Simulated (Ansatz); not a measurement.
SiC3

Input

```
crystal:
  lattice:
    - [-4.004392, -4.054202, 0.010956]
    - [-0.010885, 4.054131, 4.004354]
    - [-3.99125, 4.051954, -3.991352]
  atoms:
    - { symbol: C, position: [0.4917584764, 0.0064278885, 0.0090881643] }
    - { symbol: C, position: [0.0143329228, 0.027287475, 0.0168983682] }
    - { symbol: C, position: [0.8471437467, 0.1840700557, 0.6824858035] }
    - { symbol: C, position: [0.6414222774, 0.3034685422, 0.3238964807] }
    - { symbol: C, position: [0.4709792446, 0.4839207908, 0.01690884] }
    - { symbol: C, position: [0.0119764697, 0.4863230106, 0.9841861293] }
    - { symbol: C, position: [0.3142411785, 0.6511844944, 0.6824897145] }
    - { symbol: C, position: [0.6624754648, 0.8357519305, 0.2994281465] }
    - { symbol: C, position: [0.1947964548, 0.8568236657, 0.3239028671] }
    - { symbol: C, position: [0.3283755453, 0.1698913021, 0.9508718175] }
    - { symbol: C, position: [0.8383548615, 0.1795333712, 0.9187773295] }
    - { symbol: C, position: [0.6677790281, 0.2974289422, 0.559623144] }
    - { symbol: C, position: [0.1519923283, 0.346337357, 0.6258242519] }
    - { symbol: C, position: [0.5095440324, 0.5105820557, 0.2441025682] }
    - { symbol: C, position: [0.3187760149, 0.6600054511, 0.9187870898] }
    - { symbol: C, position: [0.2008788123, 0.8305299206, 0.5596352213] }
    - { symbol: C, position: [0.4965623149, 0.0016709597, 0.2300480737] }
    - { symbol: C, position: [0.9876669943, 0.9887095079, 0.2441031227] }
    - { symbol: Si, position: [0.3349374855, 0.1633759806, 0.6833960887] }
    - { symbol: Si, position: [0.1808497394, 0.3174190549, 0.3627465258] }
    - { symbol: Si, position: [0.855859463, 0.6424544456, 0.6257292785] }
    - { symbol: Si, position: [0.9880648258, 0.5101811245, 0.2403883827] }
    - { symbol: Si, position: [0.8269158915, 0.6713426639, 0.930321351] }
    - { symbol: Si, position: [0.6491239406, 0.8491730652, 0.5662237885] }
basis:
  ecutwfc: 420
kpoints:
  mp_grid: { grid: [7, 7, 5] }
hamiltonian:
  xc: pbesol
scf:
  occupations: { method: gaussian, width: 0.02 }
  n_extra_bands: 12
output:
  forces: true
  stress: true
  eigenvalues: true
  populations: true
  dos:
    method: { smearing: { sigma: 0.1, scheme: gaussian } }
    projected: true
    de: 0.02
  write_density: true
  write_potential: true
  elf: true
  volumetric_format: npy
```

Run with:

```sh
ansatz run input.yaml --threads 4 --pin off --max-ram 9216MiB --backend cpu --events-out ev --progress --plain --runs-dir out
```

Below, planes, directions and counts refer to the conventional cell (a = 9.88 Å, b = 5.68 Å, c = 6.95 Å, α = 90.00°, β = 90.81°, γ = 90.00°).

Space group Cm; a generated structure, not necessarily the stable one.

The calculation used DFT PBEsol, scalar-relativistic, plane waves, PAW (Ansatz).

### What will maps of the valence pseudo-density and electron localisation function show?

C–C (1.54 Å): ρ is about 1.7 e/Å³ halfway; the ELF peaks at about 0.95 between the atoms: localised, covalent bonding.
Si–Si (2.07 Å): the density is about 0.89 e/Å³ at the midpoint; the ELF peaks at about 1 between the atoms (localised, covalent bonding).
C–C (1.66 Å): ρ is about 1.3 e/Å³ halfway; the ELF peaks at about 0.95 between the atoms: a shared electron pair.

### Does the calculation make it a metal, or give it a gap?

It is gapped, with a Kohn–Sham gap of 0.59 eV on the k-point mesh, an upper bound to the gap of this method.

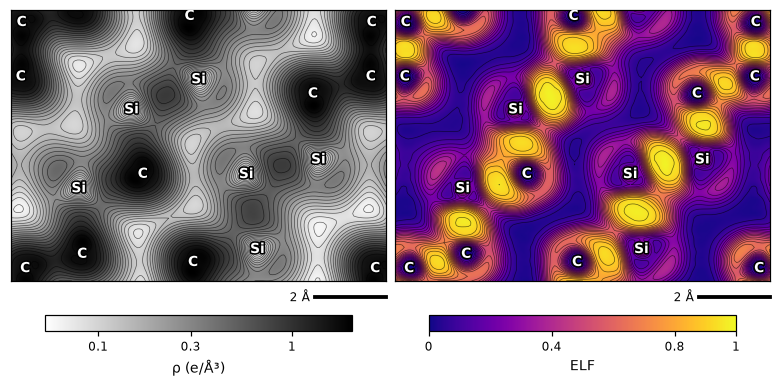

Computed valence pseudo-density and electron localisation function on the (010) plane of the conventional cell, in this order. 

The density is the valence pseudo-density of a PAW calculation; it isn't the true density close to the nuclei.
